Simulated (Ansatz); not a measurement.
# Calculations on WSe₂

### Relaxation

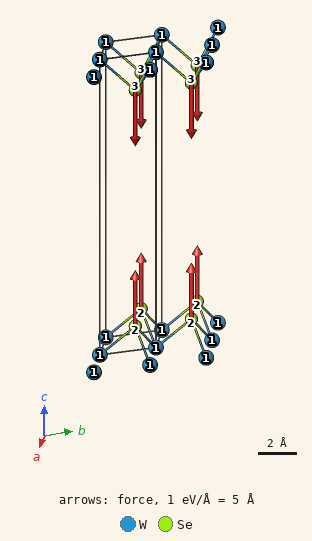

Starting geometry of solid WSe2 (set up in P-6m2) with the computed forces as red arrows. Style: ball-and-stick. Shown: the cell of the calculation, repeated 2 × 2 × 1 with one cell outlined, from a free direction.

Case: strain along c alone, the other axes held, atoms relaxed: -2.0 %.

Level of theory: DFT PBEsol, scalar-relativistic, plane waves, PAW (Ansatz).

The input:
```yaml
crystal:
  lattice:
    - [3.2702526708, 0.0, 0.0]
    - [-1.6351263354, 2.8321218897, 0.0]
    - [0.0, 0.0, 16.3279925445]
  atoms:
    - { symbol: W, position: [0.0, 0.0, 0.0] }
    - { symbol: Se, position: [0.3333333333, 0.6666666667, 0.100399273] }
    - { symbol: Se, position: [0.3333333333, 0.6666666667, 0.899600727] }
basis:
  ecutwfc: 420
kpoints:
  mp_grid: { grid: [12, 12, 2] }
hamiltonian:
  xc: pbesol
scf:
  occupations: { method: gaussian, width: 0.02 }
output:
  forces: true
  stress: true
  eigenvalues: true
relax:
  adjacent_minimum: "off"
  f_tol: 0.008
  max_steps: 40
```

Command:
```bash
ansatz run input.yaml --threads 1 --pin off --max-ram 2560MiB --backend cpu --events-out ev --progress --plain --runs-dir out
```

What follows when this structure is relaxed?

It isn't relaxed: the largest force vector, on Se atoms, is 0.62 eV/Å. The atoms end up moving mostly along the starting forces (cosine between the two patterns 1.00). The energy falls by 20.5 meV per cell of the calculation in 2 accepted moves (3 points after the start). The largest force component goes from 0.62 to 0.0047 eV/Å. The line search rejected the trial step at point 1 of the run. The largest moves, 0.034 Å, are those of Se2 and Se3. Se3 goes along −c. W stays in place. The cell stays as it was. Among the contacts that change: W1–Se2 2.500 → 2.523 Å. The space group stays P-6m2 (No. 187). Cost: 37 s on 1 thread of Intel(R) Xeon(R) Platinum 8488C (Sapphire Rapids) (shared host), peak memory 0.51 GiB.

### Relaxation

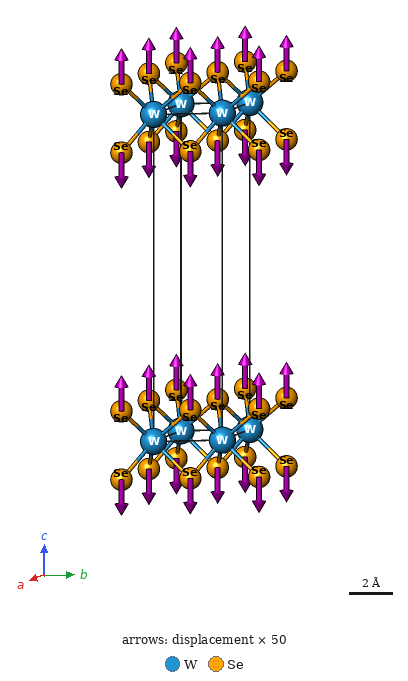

A relaxation of a crystal of WSe2 (set up in P-6m2). The starting structure is drawn; purple arrows show the displacements, magnified 50 times.

Style: ball-and-stick. Shown: the cell of the calculation, slightly off an axis.

Case: strain along c alone, the other axes held, atoms relaxed: -6.0 %.

Theory: DFT PBEsol, scalar-relativistic, plane waves, PAW in Ansatz. Settings: plane-wave cutoff 420 eV; k-point mesh 12 × 12 × 2; occupations gaussian; smearing width 0.02 eV; no spin polarisation; atoms relaxed in a fixed cell; force threshold 0.008 eV/Å; at most 40 steps.

**Atoms of which element are displaced furthest, and by how much?**

Selenium: up to 0.035 Å, against 0.000 Å for tungsten.

**Describe the change and its energy.**

The largest moves, 0.035 Å, are those of Se atoms. W stays in place. The cell stays as it was. Some distances before and after: Se–W 2.500 → 2.523 Å. The space group stays P-6m2 (No. 187). Over 2 accepted moves (3 points after the start) the energy falls by 7.3 meV per atom. Largest force component: 0.65 eV/Å at the start, 0.0048 eV/Å at the end. The line search rejected the trial step at point 1 of the run. Cost: 37 s on 1 thread of Intel(R) Xeon(R) Platinum 8488C (Sapphire Rapids), on a shared host, peak memory 0.49 GiB.

### Series

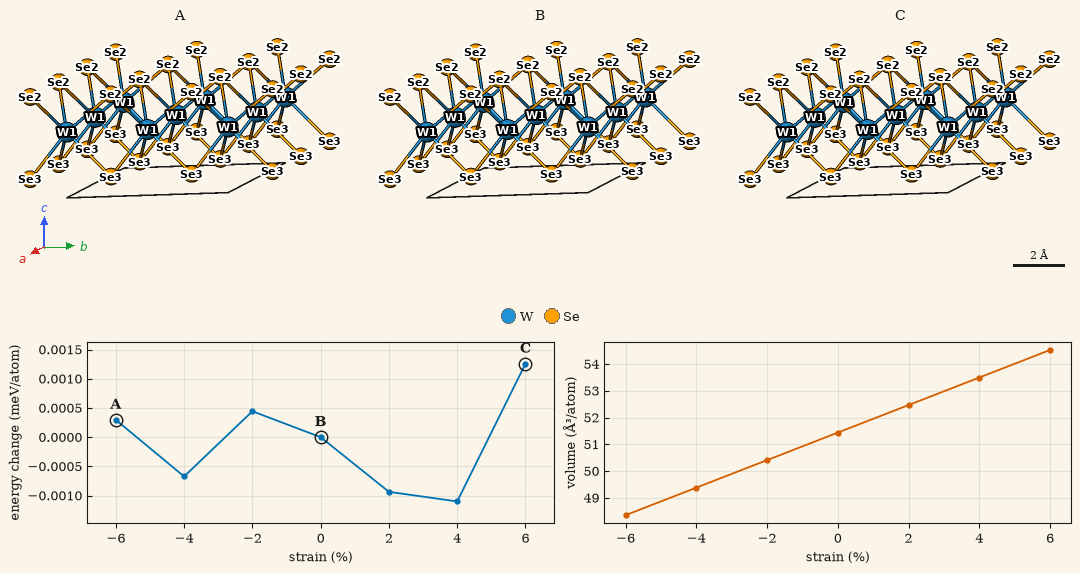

Members of a series of calculations on crystalline WSe2 (set up in P-6m2), marked on the first curve. Style: ball-and-stick. Shown: the 2 × 2 repeat of the cell, outlined in the plane, without the vacuum, slightly off an axis.

These are results of DFT PBEsol, scalar-relativistic, plane waves, PAW (Ansatz 0.2.0), not measurements. Settings: plane-wave cutoff 420 eV; k-point mesh 12 × 12 × 2; occupations gaussian; smearing width 0.02 eV; no spin polarisation.

> Which kind of strain is it, and how does the structure respond?

Strain along c alone, the other axes held, atoms relaxed. A (strain −6.0 %): energy change 0.0 meV/atom, volume 48.35 Å³ per atom. B (strain 0.0 %): energy change 0.0 meV/atom, volume 51.44 Å³ per atom. C (strain 6.0 %): energy change 0.0 meV/atom, volume 54.52 Å³ per atom. The rest compares A with C. The cell doesn't change. 
